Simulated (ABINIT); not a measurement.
Run report: Ge, geometry relaxation (part 2 of 2)

Continued. System: Ge (2 atoms in the cell). Method: Kohn-Sham DFT of a periodic cell, PBE, PseudoDojo NC SR PBE v0.4.1 standard, no spin polarisation (ABINIT 10.8.3); cutoff 1088.46 eV, 6×6×6 k-mesh, fermi-dirac of 0.05 eV. The structure derives from an entry of the Crystallography Open Database.

Geometry of the input (Å; fractional positions):
```
0.0000  2.8289  2.8289
2.8289  0.0000  2.8289
2.8289  2.8289  0.0000
Ge 0.7500  0.7500  0.7500
Ge 0.5000  0.5000  0.5000
```

## The program's output, continued
```
 Cartesian coordinates (xcart) [bohr]
  8.04995297015800E+00  8.04995297015800E+00  8.04995297015800E+00
  5.36663531343867E+00  5.36663531343867E+00  5.36663531343867E+00
 Reduced coordinates (xred)
  7.50000000000000E-01  7.50000000000000E-01  7.50000000000000E-01
  5.00000000000000E-01  5.00000000000000E-01  5.00000000000000E-01
 Cartesian forces (fcart) [Ha/bohr]; max,rms= 3.01043E-28 2.68637E-28 (free atoms)
  2.50869033005810E-28 -3.01042839606973E-28  2.50869033005810E-28
 -2.50869033005810E-28  3.01042839606973E-28 -2.50869033005810E-28
 Gradient of E wrt nuclear positions in reduced coordinates (gred)
  2.69264522315438E-28 -2.69264522315439E-27  2.69264522315438E-28
 -2.69264522315438E-28  2.69264522315439E-27 -2.69264522315438E-28
 Scale of Primitive Cell (acell) [bohr]
  7.58956844457535E+00  7.58956844457535E+00  7.58956844457535E+00
 Real space primitive translations (rprimd) [bohr]
  0.00000000000000E+00  5.36663531343867E+00  5.36663531343867E+00
  5.36663531343867E+00  0.00000000000000E+00  5.36663531343867E+00
  5.36663531343867E+00  5.36663531343867E+00  0.00000000000000E+00
 Unitary Cell Volume (ucvol) [Bohr^3]=  3.09126507910760E+02
 Angles (23,13,12)= [degrees]
  6.00000000000000E+01  6.00000000000000E+01  6.00000000000000E+01
 Lengths [Bohr]
  7.58956844457535E+00  7.58956844457535E+00  7.58956844457535E+00
 Stress tensor in cartesian coordinates (strten) [Ha/bohr^3]
 -1.02567754449476E-04  0.00000000000000E+00  0.00000000000000E+00
  0.00000000000000E+00 -1.02567754449473E-04  0.00000000000000E+00
  0.00000000000000E+00  0.00000000000000E+00 -1.02567754449476E-04
 Total energy (etotal) [Ha]= -1.78640422557083E+02

 Difference of energy with previous step (new-old):
           Absolute (Ha)=-4.14683E-04
           Relative     =-2.32133E-06

--- Iteration: ( 3/50) Internal Cycle: (1/1)
--------------------------------------------------------------------------------

---SELF-CONSISTENT-FIELD CONVERGENCE--------------------------------------------

--- !BeginCycle
iteration_state: {dtset: 1, itime: 3, icycle: 1, }
solver: {iscf: 7, nstep: 80, nline: 4, wfoptalg: 0, }
tolerances: {tolvrs: 1.00E-12, }
...

     iter   Etot(hartree)      deltaE(h)  residm     vres2
 ETOT  1  -178.57428664320    -1.786E+02 2.503E-04 9.266E+02
 ETOT  2  -178.63825061602    -6.396E-02 3.555E-04 3.070E+01
 ETOT  3  -178.64077380293    -2.523E-03 3.349E-04 6.778E+00
 ETOT  4  -178.64113950049    -3.657E-04 1.588E-04 2.809E-01
 ETOT  5  -178.64115228917    -1.279E-05 2.454E-06 3.394E-03
 ETOT  6  -178.64115239358    -1.044E-07 6.755E-07 1.951E-05
 ETOT  7  -178.64115239397    -3.915E-10 1.205E-08 3.681E-07
 ETOT  8  -178.64115239399    -1.489E-11 1.024E-09 3.023E-09
 ETOT  9  -178.64115239398     1.143E-11 8.639E-11 1.706E-11
 ETOT 10  -178.64115239399    -1.535E-11 6.527E-12 9.798E-14

 At SCF step   10       vres2   =  9.80E-14 < tolvrs=  1.00E-12 =>converged.

 Cartesian components of stress tensor (hartree/bohr^3)
  sigma(1 1)= -6.19589674E-07  sigma(3 2)=  0.00000000E+00
  sigma(2 2)= -6.19589674E-07  sigma(3 1)=  0.00000000E+00
  sigma(3 3)= -6.19589674E-07  sigma(2 1)=  0.00000000E+00

--- !ResultsGS
iteration_state: {dtset: 1, itime: 3, icycle: 1, }
comment   : Summary of ground state results
lattice_vectors:
- [  0.0000000,   5.4503634,   5.4503634, ]
- [  5.4503634,   0.0000000,   5.4503634, ]
- [  5.4503634,   5.4503634,   0.0000000, ]
lattice_lengths: [   7.70798,    7.70798,    7.70798, ]
lattice_angles: [ 60.000,  60.000,  60.000, ] # degrees, (23, 13, 12)
lattice_volume:   3.2382202E+02
convergence: {deltae: -1.535E-11, res2:  9.798E-14, residm:  6.527E-12, diffor: null, }
etotal    :  -1.78641152E+02
entropy   :   0.00000000E+00
fermie    :   1.29381416E-01
cartesian_stress_tensor: # hartree/bohr^3
- [ -6.19589674E-07,   0.00000000E+00,   0.00000000E+00, ]
- [  0.00000000E+00,  -6.19589674E-07,   0.00000000E+00, ]
- [  0.00000000E+00,   0.00000000E+00,  -6.19589674E-07, ]
pressure_GPa:   1.8229E-02
xred      :
- [  7.5000E-01,   7.5000E-01,   7.5000E-01, Ge]
- [  5.0000E-01,   5.0000E-01,   5.0000E-01, Ge]
cartesian_forces: # hartree/bohr
- [  3.95224319E-28,  -3.95224319E-28,   3.49608666E-45, ]
- [ -3.95224319E-28,   3.95224319E-28,  -3.49608666E-45, ]
force_length_stats: {min:   5.58931592E-28, max:   5.58931592E-28, mean:   5.58931592E-28, }
...

 Integrated electronic density in atomic spheres:
 ------------------------------------------------
 Atom  Sphere_radius  Integrated_density
    1        2.00000         11.53576003
    2        2.00000         11.53576003

---OUTPUT-----------------------------------------------------------------------

 Cartesian coordinates (xcart) [bohr]
  8.17554515988567E+00  8.17554515988567E+00  8.17554515988567E+00
  5.45036343992378E+00  5.45036343992378E+00  5.45036343992378E+00
 Reduced coordinates (xred)
  7.50000000000000E-01  7.50000000000000E-01  7.50000000000000E-01
  5.00000000000000E-01  5.00000000000000E-01  5.00000000000000E-01
 Cartesian forces (fcart) [Ha/bohr]; max,rms= 3.95224E-28 3.22699E-28 (free atoms)
  3.95224318940763E-28 -3.95224318940763E-28  3.49608665976343E-45
 -3.95224318940763E-28  3.95224318940763E-28 -3.49608665976343E-45
 Gradient of E wrt nuclear positions in reduced coordinates (gred)
  2.15411617852351E-27 -2.15411617852351E-27 -4.57063540711722E-44
 -2.15411617852351E-27  2.15411617852351E-27  4.57063540711722E-44
 Scale of Primitive Cell (acell) [bohr]
  7.70797789660268E+00  7.70797789660268E+00  7.70797789660268E+00
 Real space primitive translations (rprimd) [bohr]
  0.00000000000000E+00  5.45036343992378E+00  5.45036343992378E+00
  5.45036343992378E+00  0.00000000000000E+00  5.45036343992378E+00
  5.45036343992378E+00  5.45036343992378E+00  0.00000000000000E+00
 Unitary Cell Volume (ucvol) [Bohr^3]=  3.23822024765409E+02
 Angles (23,13,12)= [degrees]
  6.00000000000000E+01  6.00000000000000E+01  6.00000000000000E+01
 Lengths [Bohr]
  7.70797789660268E+00  7.70797789660268E+00  7.70797789660268E+00
 Stress tensor in cartesian coordinates (strten) [Ha/bohr^3]
 -6.19589674365206E-07  0.00000000000000E+00  0.00000000000000E+00
  0.00000000000000E+00 -6.19589674365206E-07  0.00000000000000E+00
  0.00000000000000E+00  0.00000000000000E+00 -6.19589674365206E-07
 Total energy (etotal) [Ha]= -1.78641152393993E+02

 Difference of energy with previous step (new-old):
           Absolute (Ha)=-7.29837E-04
           Relative     =-4.08550E-06

--- Iteration: ( 4/50) Internal Cycle: (1/1)
--------------------------------------------------------------------------------

---SELF-CONSISTENT-FIELD CONVERGENCE--------------------------------------------

--- !BeginCycle
iteration_state: {dtset: 1, itime: 4, icycle: 1, }
solver: {iscf: 7, nstep: 80, nline: 4, wfoptalg: 0, }
tolerances: {tolvrs: 1.00E-12, }
...

     iter   Etot(hartree)      deltaE(h)  residm     vres2
 ETOT  1  -178.64115014921    -1.786E+02 7.493E-09 3.296E-02
 ETOT  2  -178.64115230848    -2.159E-06 6.068E-09 1.418E-03
 ETOT  3  -178.64115240867    -1.002E-07 2.581E-09 3.080E-04
 ETOT  4  -178.64115242447    -1.580E-08 3.510E-09 1.091E-05
 ETOT  5  -178.64115242503    -5.527E-10 1.207E-10 1.448E-07
 ETOT  6  -178.64115242504    -1.080E-11 1.247E-11 9.717E-10
 ETOT  7  -178.64115242504    -3.467E-12 2.560E-12 1.457E-11
 ETOT  8  -178.64115242503     9.550E-12 1.603E-13 1.533E-13

 At SCF step    8       vres2   =  1.53E-13 < tolvrs=  1.00E-12 =>converged.

 Cartesian components of stress tensor (hartree/bohr^3)
  sigma(1 1)= -3.84585269E-08  sigma(3 2)=  0.00000000E+00
  sigma(2 2)= -3.84585269E-08  sigma(3 1)=  0.00000000E+00
  sigma(3 3)= -3.84585269E-08  sigma(2 1)=  0.00000000E+00

--- !ResultsGS
iteration_state: {dtset: 1, itime: 4, icycle: 1, }
comment   : Summary of ground state results
lattice_vectors:
- [  0.0000000,   5.4508966,   5.4508966, ]
- [  5.4508966,   0.0000000,   5.4508966, ]
- [  5.4508966,   5.4508966,   0.0000000, ]
lattice_lengths: [   7.70873,    7.70873,    7.70873, ]
lattice_angles: [ 60.000,  60.000,  60.000, ] # degrees, (23, 13, 12)
lattice_volume:   3.2391707E+02
convergence: {deltae:  9.550E-12, res2:  1.533E-13, residm:  1.603E-13, diffor: null, }
etotal    :  -1.78641152E+02
entropy   :   0.00000000E+00
fermie    :   1.29275224E-01
cartesian_stress_tensor: # hartree/bohr^3
- [ -3.84585269E-08,   0.00000000E+00,   0.00000000E+00, ]
- [  0.00000000E+00,  -3.84585269E-08,   0.00000000E+00, ]
- [  0.00000000E+00,   0.00000000E+00,  -3.84585269E-08, ]
pressure_GPa:   1.1315E-03
xred      :
- [  7.5000E-01,   7.5000E-01,   7.5000E-01, Ge]
- [  5.0000E-01,   5.0000E-01,   5.0000E-01, Ge]
cartesian_forces: # hartree/bohr
- [ -7.90371317E-28,   2.19372109E-44,   7.90371317E-28, ]
- [  7.90371317E-28,  -2.19372109E-44,  -7.90371317E-28, ]
force_length_stats: {min:   1.11775384E-27, max:   1.11775384E-27, mean:   1.11775384E-27, }
...

 Integrated electronic density in atomic spheres:
 ------------------------------------------------
 Atom  Sphere_radius  Integrated_density
    1        2.00000         11.53612677
    2        2.00000         11.53612677

---OUTPUT-----------------------------------------------------------------------

 Cartesian coordinates (xcart) [bohr]
  8.17634496287169E+00  8.17634496287169E+00  8.17634496287169E+00
  5.45089664191446E+00  5.45089664191446E+00  5.45089664191446E+00
 Reduced coordinates (xred)
  7.50000000000000E-01  7.50000000000000E-01  7.50000000000000E-01
  5.00000000000000E-01  5.00000000000000E-01  5.00000000000000E-01
 Cartesian forces (fcart) [Ha/bohr]; max,rms= 7.90371E-28 6.45335E-28 (free atoms)
 -7.90371316880058E-28  2.19372108500887E-44  7.90371316880058E-28
  7.90371316880058E-28 -2.19372108500887E-44 -7.90371316880058E-28
 Gradient of E wrt nuclear positions in reduced coordinates (gred)
 -4.30823235704702E-27  7.52779295607044E-44  4.30823235704702E-27
  4.30823235704702E-27 -7.52779295607044E-44 -4.30823235704702E-27
 Scale of Primitive Cell (acell) [bohr]
  7.70873195808939E+00  7.70873195808939E+00  7.70873195808939E+00
 Real space primitive translations (rprimd) [bohr]
  0.00000000000000E+00  5.45089664191446E+00  5.45089664191446E+00
  5.45089664191446E+00  0.00000000000000E+00  5.45089664191446E+00
  5.45089664191446E+00  5.45089664191446E+00  0.00000000000000E+00
 Unitary Cell Volume (ucvol) [Bohr^3]=  3.23917071329939E+02
 Angles (23,13,12)= [degrees]
  6.00000000000000E+01  6.00000000000000E+01  6.00000000000000E+01
 Lengths [Bohr]
  7.70873195808939E+00  7.70873195808939E+00  7.70873195808939E+00
 Stress tensor in cartesian coordinates (strten) [Ha/bohr^3]
 -3.84585269116999E-08  0.00000000000000E+00  0.00000000000000E+00
  0.00000000000000E+00 -3.84585269116999E-08  0.00000000000000E+00
  0.00000000000000E+00  0.00000000000000E+00 -3.84585269082305E-08
 Total energy (etotal) [Ha]= -1.78641152425030E+02

 Difference of energy with previous step (new-old):
           Absolute (Ha)=-3.10371E-08
           Relative     =-1.73740E-10

 At Broyd/MD step   4, gradients are converged :
  max grad (force/stress) = 3.8459E-06 < tolmxf= 2.0000E-05 ha/bohr (free atoms)

================================================================================

 ----iterations are completed or convergence reached----

 Mean square residual over all n,k,spin=   71.577E-17; max=  16.029E-14
 reduced coordinates (array xred) for    2 atoms
       0.750000000000      0.750000000000      0.750000000000
       0.500000000000      0.500000000000      0.500000000000
 rms dE/dt=  4.9747E-27; max dE/dt=  8.6165E-27; dE/dt below (all hartree)
    1      -0.000000000000      0.000000000000      0.000000000000
    2       0.000000000000      0.000000000000      0.000000000000

 cartesian coordinates (angstrom) at end:
    1      4.32673541989792     4.32673541989793     4.32673541989792
    2      2.88449027993195     2.88449027993195     2.88449027993195

 cartesian forces (hartree/bohr) at end:
    1     -0.00000000000000     0.00000000000000     0.00000000000000
    2      0.00000000000000    -0.00000000000000    -0.00000000000000
 frms,max,avg= 6.4533548E-28 7.9037132E-28   0.000E+00  0.000E+00  0.000E+00 h/b

 cartesian forces (eV/Angstrom) at end:
    1     -0.00000000000000     0.00000000000000     0.00000000000000
    2      0.00000000000000    -0.00000000000000    -0.00000000000000
 frms,max,avg= 3.3184485E-26 4.0642527E-26   0.000E+00  0.000E+00  0.000E+00 e/A
 length scales=  7.708731958089  7.708731958089  7.708731958089 bohr
              =  4.079285274413  4.079285274413  4.079285274413 angstroms
 Fermi (or HOMO) energy (hartree) =   0.12928   Average Vxc (hartree)=  -0.35865
 Eigenvalues (hartree) for nkpt=  16  k points:
 kpt#   1, nband= 18, wtk=  0.00463, kpt=  0.0000  0.0000  0.0000 (reduced coord)
  -0.77975   -0.77975   -0.77975   -0.77866   -0.77866   -0.77196   -0.77196   -0.77196
  -0.77171   -0.77171   -0.32275    0.11280    0.13078    0.13078    0.13078    0.22354
   0.22354    0.22354
      occupation numbers for kpt#   1
   2.00000    2.00000    2.00000    2.00000    2.00000    2.00000    2.00000    2.00000
   2.00000    2.00000    2.00000    1.99974    0.61092    0.61092    0.61092    0.00000
   0.00000    0.00000
 prteigrs : prtvol=0 or 1, do not print more k-points.

--- !EnergyTerms
iteration_state     : {dtset: 1, itime: 4, icycle: 1, }
comment             : Components of total free energy in Hartree
kinetic             :  1.34052406729023E+02
hartree             :  5.65326987877988E+01
xc                  : -4.36312903148681E+01
Ewald energy        : -9.68475909571617E+01
psp_core            :  5.34407675009255E+00
local_psp           : -1.39836513610908E+02
non_local_psp       : -9.42548649846904E+01
internal            : -1.78641077600715E+02
'-kT*entropy'       : -7.48243152532463E-05
total_energy        : -1.78641152425030E+02
total_energy_eV     : -4.86107339806465E+03
band_energy         : -1.60664349814557E+01
...

 Cartesian components of stress tensor (hartree/bohr^3)
  sigma(1 1)= -3.84585269E-08  sigma(3 2)=  0.00000000E+00
  sigma(2 2)= -3.84585269E-08  sigma(3 1)=  0.00000000E+00
  sigma(3 3)= -3.84585269E-08  sigma(2 1)=  0.00000000E+00

-Cartesian components of stress tensor (GPa)         [Pressure=  1.1315E-03 GPa]
- sigma(1 1)= -1.13148893E-03  sigma(3 2)=  0.00000000E+00
- sigma(2 2)= -1.13148893E-03  sigma(3 1)=  0.00000000E+00
- sigma(3 3)= -1.13148893E-03  sigma(2 1)=  0.00000000E+00

== END DATASET(S) ==============================================================
================================================================================

 -outvars: echo values of variables after computation  --------
            acell      7.7087319581E+00  7.7087319581E+00  7.7087319581E+00 Bohr
           etotal     -1.7864115243E+02
            fcart     -7.9037131688E-28  2.1937210850E-44  7.9037131688E-28
                       7.9037131688E-28 -2.1937210850E-44 -7.9037131688E-28
            rprim      0.0000000000E+00  7.0710678119E-01  7.0710678119E-01
                       7.0710678119E-01  0.0000000000E+00  7.0710678119E-01
                       7.0710678119E-01  7.0710678119E-01  0.0000000000E+00
           strten     -3.8458526912E-08 -3.8458526912E-08 -3.8458526908E-08
                       0.0000000000E+00  0.0000000000E+00  0.0000000000E+00
           xangst      4.3267354199E+00  4.3267354199E+00  4.3267354199E+00
                       2.8844902799E+00  2.8844902799E+00  2.8844902799E+00
             xred      7.5000000000E-01  7.5000000000E-01  7.5000000000E-01
                       5.0000000000E-01  5.0000000000E-01  5.0000000000E-01
 Calculation completed.
```

## Trajectory as extended XYZ (Å, eV, eV/Å), 4 frames, from step=0 to step=3
```
2
Lattice="0.0000 2.8289 2.8289 2.8289 0.0000 2.8289 2.8289 2.8289 0.0000" Properties=species:S:1:pos:R:3:forces:R:3 step=0 energy=-4861.04225
Ge    4.2434    4.2434    4.2434    0.0000   0.0000   0.0000
Ge    2.8289    2.8289    2.8289    0.0000   0.0000   0.0000
2
Lattice="0.0000 2.8399 2.8399 2.8399 0.0000 2.8399 2.8399 2.8399 0.0000" Properties=species:S:1:pos:R:3:forces:R:3 step=1 energy=-4861.05354
Ge    4.2599    4.2599    4.2599    0.0000   0.0000   0.0000
Ge    2.8399    2.8399    2.8399    0.0000   0.0000   0.0000
2
Lattice="0.0000 2.8842 2.8842 2.8842 0.0000 2.8842 2.8842 2.8842 0.0000" Properties=species:S:1:pos:R:3:forces:R:3 step=2 energy=-4861.07340
Ge    4.3263    4.3263    4.3263    0.0000   0.0000   0.0000
Ge    2.8842    2.8842    2.8842    0.0000   0.0000   0.0000
2
Lattice="0.0000 2.8845 2.8845 2.8845 0.0000 2.8845 2.8845 2.8845 0.0000" Properties=species:S:1:pos:R:3:forces:R:3 step=3 energy=-4861.07340
Ge    4.3267    4.3267    4.3267    0.0000   0.0000   0.0000
Ge    2.8845    2.8845    2.8845    0.0000   0.0000   0.0000
```

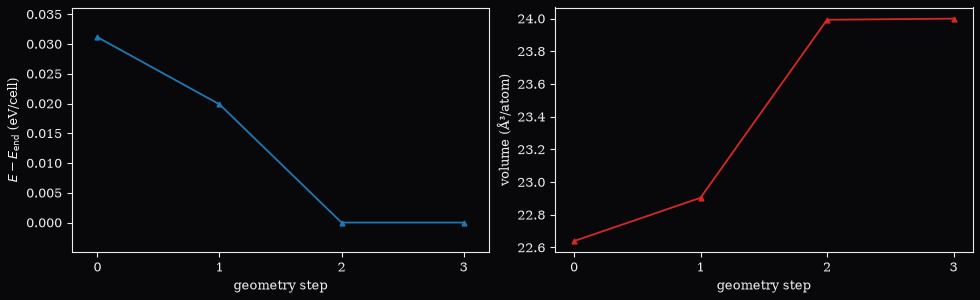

Fig. 1: Progress of the relaxation, step by step (steps are counted from 0).

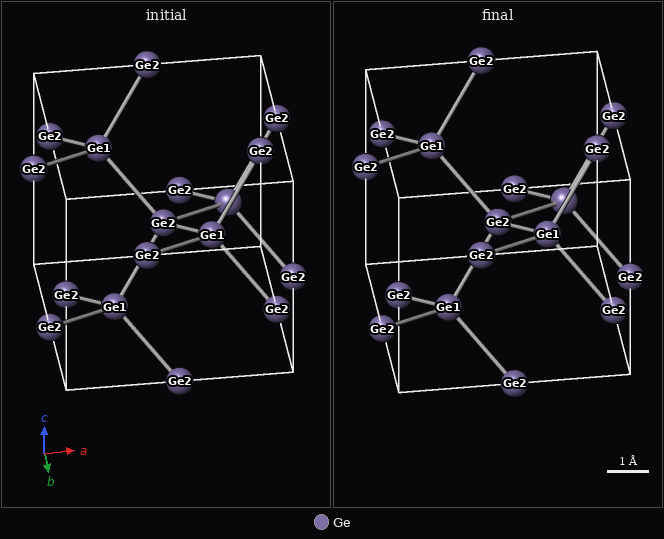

Fig. 2: Before (left) and after (right) the relaxation, at one scale (ball-and-stick view of the cell 4 times as large as that of the calculation, set on its symmetry axes, seen at an oblique angle). The atoms keep their places relative to the cell (all moves are under 0.005 Å). The volume changes by +6.0 %, with a = b = c 5.658 → 5.769 Å (+2.0 %). Among the contacts that change: Ge1–Ge2 2.450 → 2.498 Å. The space group stays Fd-3m (No. 227). Over 3 geometry steps the energy falls by 31.1 meV per cell of the calculation. All forces vanish by symmetry, so only the cell relaxes. (Atoms are counted from 1 in the order of the input.)
